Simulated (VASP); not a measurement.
NiGe (space group Pnma, No. 62). Coordinates: an entry of the Crystallography Open Database, as set up for an electronic-structure calculation.

```
Ge Ni
1.0
     5.38100    0.00000    0.00000
     0.00000    3.42800    0.00000
     0.00000    0.00000    5.81100
Ge Ni
4 4
Direct
  0.31200 0.75000 0.91700
  0.68800 0.25000 0.08300
  0.18800 0.25000 0.41700
  0.81200 0.75000 0.58300
  0.49500 0.75000 0.31000
  0.50500 0.25000 0.69000
  0.00500 0.25000 0.81000
  0.99500 0.75000 0.19000
```

Bonds are taken as Ge–Ni below 2.8 Å. The graph is simplified in the usual way: terminal and isolated atoms are pruned, two-connected atoms become edges.

Derive the underlying net.

The result is a binodal (6,6)-connected, three-periodic net: Ge is a 6-connected node; Ni is a 6-connected node, in the ratio 1:1. It is the nia net, known from NiAs. It is a single net, without interpenetration.

| node | links | point symbol | coordination sequence |
| --- | --- | --- | --- |
| Ge | 6 | 4⁹·6⁶ | 6 18 42 74 114 162 |
| Ni | 6 | 4¹²·6³ | 6 20 42 74 114 164 |

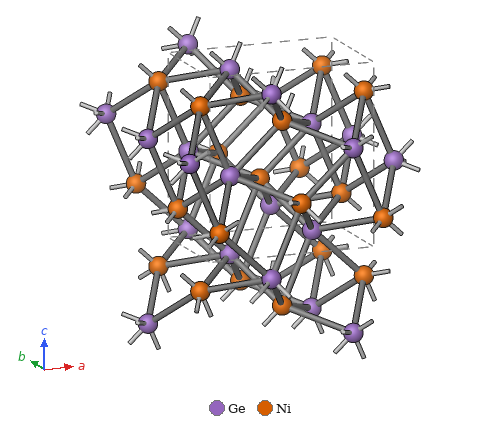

Nodes are coloured by element. Edges to nodes outside the piece are drawn as stubs.
